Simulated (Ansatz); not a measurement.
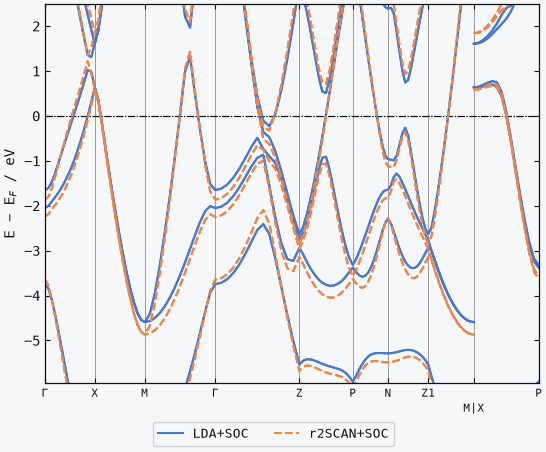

Band structures of Sn, space group I4_1/amd (No. 141), 2 atoms in the primitive cell (a = 5.880 Å, c = 3.199 Å (tetragonal axes)), by two methods on the same cell. Each is counted from its own Fermi level.

**How do the methods compare?**

Both give a metal. Levels within 1 eV of the Fermi level differ by 0.08 eV on average and by 0.20 eV at most (between Z and P). Filled levels 1 to 5 eV under it lie 0.17 eV deeper on average in r2SCAN+SOC than in LDA+SOC.

Settings. LDA+SOC: Ansatz PAW, spin-orbit coupling, no magnetisation, 7×7×7 k mesh, 420 eV cutoff, Fermi-Dirac smearing of 0.05 eV (Ansatz). r2SCAN+SOC: Ansatz PAW, spin-orbit coupling, no magnetisation, 7×7×7 k mesh, 500 eV cutoff, Fermi-Dirac smearing of 0.05 eV (Ansatz).

In reduced coordinates of the cell that was run, X is (0, 0, 0.5), M is (−0.5, 0.5, 0.5), Z is (0.324, 0.324, −0.324), P is (0.25, 0.25, 0.25), N is (0, 0.5, 0) and Z1 is (−0.324, 0.676, 0.324). The PAW data sets were made with another functional. The k mesh is thin for a metal, so its Fermi level is uncertain by some hundredths of an eV.
